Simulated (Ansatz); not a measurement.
Geometry relaxation of C$_{9}$O (part 3 of 3)

The same run, continued: C$_{9}$O (slab, 10 atoms in the cell); DFT PBE+D3(BJ), scalar-relativistic, plane waves, PAW, no spin polarisation (Ansatz 0.2.0); cutoff 420 eV, 12×12×1 k-mesh, Gaussian smearing of 0.1 eV. The structure derives from an entry of the Crystallography Open Database. The input holds or restrains some coordinates. Forces given for the steps count only the free coordinates. It belongs to a series of runs on one base structure; here: CO put at a top C site.

Geometry of the input (Å; fractional positions):
```
2.4650  0.0000  0.0000
-1.2325  2.1347  0.0000
0.0000  0.0000  30.2577
C  0.0000  0.0000  0.2809
C  0.6667  0.3333  0.2809
C  0.0000  0.0000  0.3923
C  0.3333  0.6667  0.3923
C  0.0000  0.0000  0.5036
C  0.6667  0.3333  0.5036
C  0.0000  0.0000  0.6150
C  0.3333  0.6667  0.6150
C  0.0000  0.0000  0.6672
O  0.0000  0.0000  0.7052
```

**Trajectory as extended XYZ, continued**
```
10
Lattice="2.4650 0.0000 0.0000 -1.2325 2.1347 0.0000 0.0000 0.0000 30.2577" Properties=species:S:1:pos:R:3:forces:R:3 step=3 energy=-2822.45354
C     0.0000    0.0000    8.5000    0.0000   0.0000   0.0079
C     1.2325    0.7116    8.5000    0.0000   0.0000  -0.0115
C     0.0000    0.0000   11.8692    0.0000   0.0000  -0.0021
C     0.0000    1.4232   11.8692    0.0000   0.0000  -0.0056
C     0.0000    0.0000   15.2046    0.0000   0.0000  -0.0167
C     1.2325    0.7116   15.2057    0.0000   0.0000  -0.0284
C     0.0000    0.0000   18.5649    0.0000   0.0000  -1.4336
C     0.0000    1.4232   18.3820    0.0000   0.0000  -0.3125
C     0.0000    0.0000   20.4118    0.0000   0.0000  -3.4715
O     0.0000    0.0000   21.5196    0.0000   0.0000   5.2746
10
Lattice="2.4650 0.0000 0.0000 -1.2325 2.1347 0.0000 0.0000 0.0000 30.2577" Properties=species:S:1:pos:R:3:forces:R:3 step=4 energy=-2823.02947
C     0.0000    0.0000    8.5000    0.0000   0.0000   0.0089
C     1.2325    0.7116    8.5000    0.0000   0.0000  -0.0118
C     0.0000    0.0000   11.8692    0.0000   0.0000   0.0070
C     0.0000    1.4232   11.8692    0.0000   0.0000   0.0083
C     0.0000    0.0000   15.2781    0.0000   0.0000  -0.1180
C     1.2325    0.7116   15.2782    0.0000   0.0000  -0.1281
C     0.0000    0.0000   18.3693    0.0000   0.0000  -2.8306
C     0.0000    1.4232   18.2246    0.0000   0.0000   1.0778
C     0.0000    0.0000   20.5518    0.0000   0.0000  -3.5701
O     0.0000    0.0000   21.6498    0.0000   0.0000   5.5558
10
Lattice="2.4650 0.0000 0.0000 -1.2325 2.1347 0.0000 0.0000 0.0000 30.2577" Properties=species:S:1:pos:R:3:forces:R:3 step=5 energy=-2823.35867
C     0.0000    0.0000    8.5000    0.0000   0.0000   0.0120
C     1.2325    0.7116    8.5000    0.0000   0.0000  -0.0127
C     0.0000    0.0000   11.8692    0.0000   0.0000   0.0068
C     0.0000    1.4232   11.8692    0.0000   0.0000   0.0192
C     0.0000    0.0000   15.3461    0.0000   0.0000  -0.2390
C     1.2325    0.7116   15.3453    0.0000   0.0000  -0.3353
C     0.0000    0.0000   18.1742    0.0000   0.0000  -0.9654
C     0.0000    1.4232   18.1418    0.0000   0.0000   0.1578
C     0.0000    0.0000   20.6546    0.0000   0.0000  -7.2265
O     0.0000    0.0000   21.7308    0.0000   0.0000   8.5840
10
Lattice="2.4650 0.0000 0.0000 -1.2325 2.1347 0.0000 0.0000 0.0000 30.2577" Properties=species:S:1:pos:R:3:forces:R:3 step=6 energy=-2823.79141
C     0.0000    0.0000    8.5000    0.0000   0.0000   0.0123
C     1.2325    0.7116    8.5000    0.0000   0.0000  -0.0128
C     0.0000    0.0000   11.8692    0.0000   0.0000   0.0009
C     0.0000    1.4232   11.8692    0.0000   0.0000   0.0117
C     0.0000    0.0000   15.2794    0.0000   0.0000  -0.2698
C     1.2325    0.7116   15.2779    0.0000   0.0000  -0.3736
C     0.0000    0.0000   18.0628    0.0000   0.0000  -0.2141
C     0.0000    1.4232   18.0545    0.0000   0.0000   0.1414
C     0.0000    0.0000   20.7740    0.0000   0.0000   2.5722
O     0.0000    0.0000   21.9261    0.0000   0.0000  -1.8681
10
Lattice="2.4650 0.0000 0.0000 -1.2325 2.1347 0.0000 0.0000 0.0000 30.2577" Properties=species:S:1:pos:R:3:forces:R:3 step=7 energy=-2823.97212
C     0.0000    0.0000    8.5000    0.0000   0.0000   0.0117
C     1.2325    0.7116    8.5000    0.0000   0.0000  -0.0123
C     0.0000    0.0000   11.8692    0.0000   0.0000  -0.0174
C     0.0000    1.4232   11.8692    0.0000   0.0000  -0.0153
C     0.0000    0.0000   15.1535    0.0000   0.0000  -0.1525
C     1.2325    0.7116   15.1519    0.0000   0.0000  -0.1938
C     0.0000    0.0000   18.0654    0.0000   0.0000  -0.0588
C     0.0000    1.4232   18.0632    0.0000   0.0000   0.0787
C     0.0000    0.0000   20.9740    0.0000   0.0000   1.1662
O     0.0000    0.0000   22.1156    0.0000   0.0000  -0.8053
10
Lattice="2.4650 0.0000 0.0000 -1.2325 2.1347 0.0000 0.0000 0.0000 30.2577" Properties=species:S:1:pos:R:3:forces:R:3 step=8 energy=-2824.05279
C     0.0000    0.0000    8.5000    0.0000   0.0000   0.0095
C     1.2325    0.7116    8.5000    0.0000   0.0000  -0.0121
C     0.0000    0.0000   11.8692    0.0000   0.0000  -0.0466
C     0.0000    1.4232   11.8692    0.0000   0.0000  -0.0590
C     0.0000    0.0000   15.0255    0.0000   0.0000  -0.0433
C     1.2325    0.7116   15.0240    0.0000   0.0000  -0.0288
C     0.0000    0.0000   18.0909    0.0000   0.0000   0.0834
C     0.0000    1.4232   18.0968    0.0000   0.0000  -0.0776
C     0.0000    0.0000   21.1687    0.0000   0.0000   0.0912
O     0.0000    0.0000   22.3023    0.0000   0.0000   0.0869
10
Lattice="2.4650 0.0000 0.0000 -1.2325 2.1347 0.0000 0.0000 0.0000 30.2577" Properties=species:S:1:pos:R:3:forces:R:3 step=9 energy=-2824.08062
C     0.0000    0.0000    8.5000    0.0000   0.0000   0.0094
C     1.2325    0.7116    8.5000    0.0000   0.0000  -0.0116
C     0.0000    0.0000   11.8692    0.0000   0.0000  -0.0459
C     0.0000    1.4232   11.8692    0.0000   0.0000  -0.0591
C     0.0000    0.0000   15.0277    0.0000   0.0000  -0.0094
C     1.2325    0.7116   15.0269    0.0000   0.0000   0.0016
C     0.0000    0.0000   18.1764    0.0000   0.0000   0.0332
C     0.0000    1.4232   18.1785    0.0000   0.0000  -0.0106
C     0.0000    0.0000   21.3687    0.0000   0.0000  -0.0017
O     0.0000    0.0000   22.5021    0.0000   0.0000   0.0940
10
Lattice="2.4650 0.0000 0.0000 -1.2325 2.1347 0.0000 0.0000 0.0000 30.2577" Properties=species:S:1:pos:R:3:forces:R:3 step=10 energy=-2824.09572
C     0.0000    0.0000    8.5000    0.0000   0.0000   0.0094
C     1.2325    0.7116    8.5000    0.0000   0.0000  -0.0116
C     0.0000    0.0000   11.8692    0.0000   0.0000  -0.0371
C     0.0000    1.4232   11.8692    0.0000   0.0000  -0.0471
C     0.0000    0.0000   15.0574    0.0000   0.0000   0.0065
C     1.2325    0.7116   15.0572    0.0000   0.0000   0.0040
C     0.0000    0.0000   18.2632    0.0000   0.0000   0.0724
C     0.0000    1.4232   18.2671    0.0000   0.0000  -0.0356
C     0.0000    0.0000   21.5627    0.0000   0.0000  -0.0517
O     0.0000    0.0000   22.6961    0.0000   0.0000   0.0908
10
Lattice="2.4650 0.0000 0.0000 -1.2325 2.1347 0.0000 0.0000 0.0000 30.2577" Properties=species:S:1:pos:R:3:forces:R:3 step=11 energy=-2824.10456
C     0.0000    0.0000    8.5000    0.0000   0.0000   0.0089
C     1.2325    0.7116    8.5000    0.0000   0.0000  -0.0116
C     0.0000    0.0000   11.8692    0.0000   0.0000  -0.0229
C     0.0000    1.4232   11.8692    0.0000   0.0000  -0.0296
C     0.0000    0.0000   15.1091    0.0000   0.0000   0.0211
C     1.2325    0.7116   15.1092    0.0000   0.0000   0.0184
C     0.0000    0.0000   18.4417    0.0000   0.0000  -0.0052
C     0.0000    1.4232   18.4423    0.0000   0.0000  -0.0099
C     0.0000    0.0000   21.7616    0.0000   0.0000  -0.4865
O     0.0000    0.0000   22.8915    0.0000   0.0000   0.5172
10
Lattice="2.4650 0.0000 0.0000 -1.2325 2.1347 0.0000 0.0000 0.0000 30.2577" Properties=species:S:1:pos:R:3:forces:R:3 step=12 energy=-2824.10873
C     0.0000    0.0000    8.5000    0.0000   0.0000   0.0104
C     1.2325    0.7116    8.5000    0.0000   0.0000  -0.0116
C     0.0000    0.0000   11.8692    0.0000   0.0000  -0.0097
C     0.0000    1.4232   11.8692    0.0000   0.0000  -0.0077
C     0.0000    0.0000   15.1989    0.0000   0.0000  -0.0016
C     1.2325    0.7116   15.1987    0.0000   0.0000  -0.0063
C     0.0000    0.0000   18.5118    0.0000   0.0000  -0.0210
C     0.0000    1.4232   18.5101    0.0000   0.0000   0.0558
C     0.0000    0.0000   21.9558    0.0000   0.0000  -0.4381
O     0.0000    0.0000   23.0863    0.0000   0.0000   0.4307
10
Lattice="2.4650 0.0000 0.0000 -1.2325 2.1347 0.0000 0.0000 0.0000 30.2577" Properties=species:S:1:pos:R:3:forces:R:3 step=13 energy=-2824.10797 accepted=F
C     0.0000    0.0000    8.5000    0.0000   0.0000   0.0097
C     1.2325    0.7116    8.5000    0.0000   0.0000  -0.0116
C     0.0000    0.0000   11.8692    0.0000   0.0000  -0.0003
C     0.0000    1.4232   11.8692    0.0000   0.0000   0.0022
C     0.0000    0.0000   15.2381    0.0000   0.0000  -0.0049
C     1.2325    0.7116   15.2372    0.0000   0.0000   0.0254
C     0.0000    0.0000   18.6910    0.0000   0.0000  -0.0529
C     0.0000    1.4232   18.6885    0.0000   0.0000   0.0419
C     0.0000    0.0000   22.1340    0.0000   0.0000   0.6122
O     0.0000    0.0000   23.2735    0.0000   0.0000  -0.6203
10
Lattice="2.4650 0.0000 0.0000 -1.2325 2.1347 0.0000 0.0000 0.0000 30.2577" Properties=species:S:1:pos:R:3:forces:R:3 step=14 energy=-2824.11065
C     0.0000    0.0000    8.5000    0.0000   0.0000   0.0098
C     1.2325    0.7116    8.5000    0.0000   0.0000  -0.0120
C     0.0000    0.0000   11.8692    0.0000   0.0000  -0.0023
C     0.0000    1.4232   11.8692    0.0000   0.0000   0.0008
C     0.0000    0.0000   15.2294    0.0000   0.0000   0.0038
C     1.2325    0.7116   15.2294    0.0000   0.0000  -0.0025
C     0.0000    0.0000   18.5986    0.0000   0.0000   0.0034
C     0.0000    1.4232   18.5992    0.0000   0.0000  -0.0031
C     0.0000    0.0000   22.0065    0.0000   0.0000   0.0252
O     0.0000    0.0000   23.1408    0.0000   0.0000  -0.0231
```

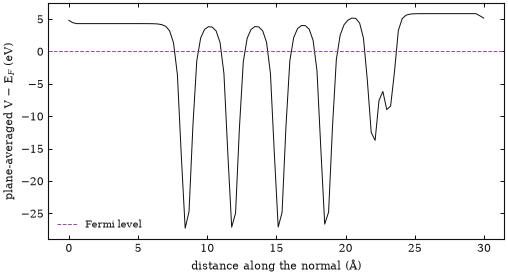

Fig. 1: Plane average of the electrostatic potential energy of an electron across the cell, from the Fermi level. The vacuum level lies 5.83 eV above the Fermi level on the upper side and 4.29 eV on the lower.

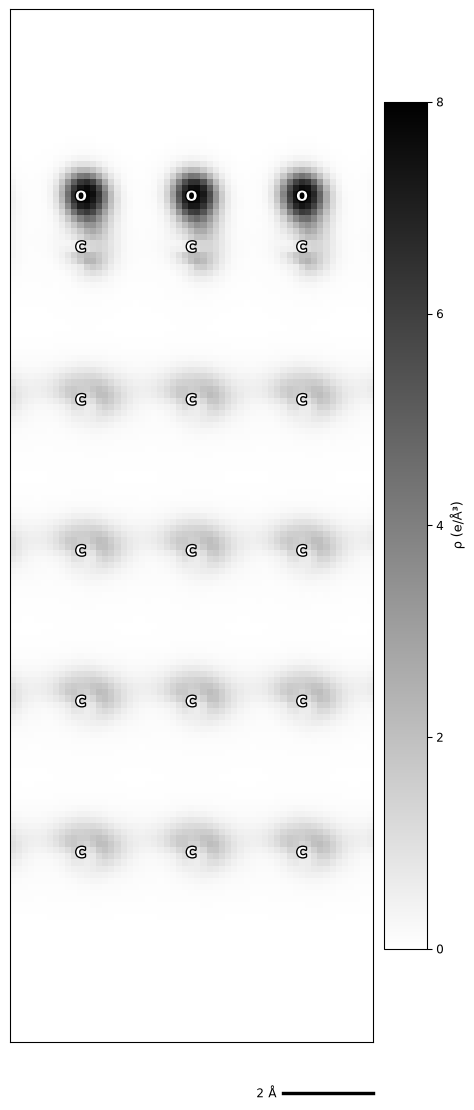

Fig. 2: Valence electron density on the (100) plane of the calculation cell, a cut from vacuum to vacuum. The section cuts through C and O sites. C–O (1.13 Å): ρ is about 4.1 e/Å³ halfway. The density dies away to nearly zero in the vacuum. Core electrons are frozen (PAW), so the fields are smoothed inside the atomic spheres.

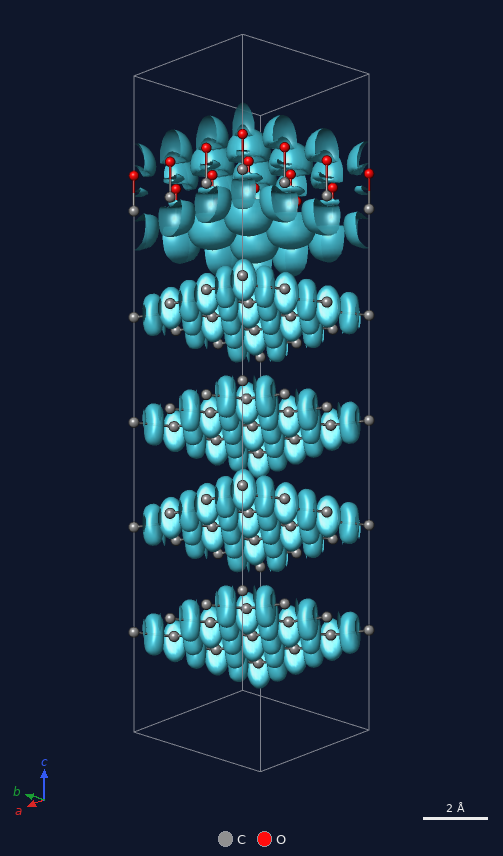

Fig. 3: Isosurface of the electron localisation function at 0.8 (cyan), seen at an oblique angle. Core shells and regions of very low density are left out. Sticks mark near contacts. Profiles from the grid: C–O (1.13 Å): the ELF peaks at about 0.85 between the atoms (inside overlapping PAW spheres, so only a guide) (a multiple bond by its length, whose ELF region spreads away from the axis). C–C (1.42 Å): the ELF peaks at about 0.95 between the atoms (localised, shared-pair bonding).

**Summary**

| quantity | value |
| --- | --- |
| outcome | converged under the restraints of the input |
| electrons treated | 42 |
| free energy | −2824.1107 eV |
| work function, top face | 5.83 eV |
| work function, bottom face | 4.29 eV |
| Fermi energy | 1.496 eV |
| gap on the k-point mesh | none (metallic) |
| final volume | 159.22 Å³ |
| work function (upper face) | 5.83 eV |
| largest force (length of the vector) at the end, held atoms and coordinates included | 0.025 eV/Å |
| wall time | 67 s (CPU time 2.2 min) |
| peak memory | 0.47 GiB |

Warnings of the run: the exchange-correlation potential is rough where the density is thin.
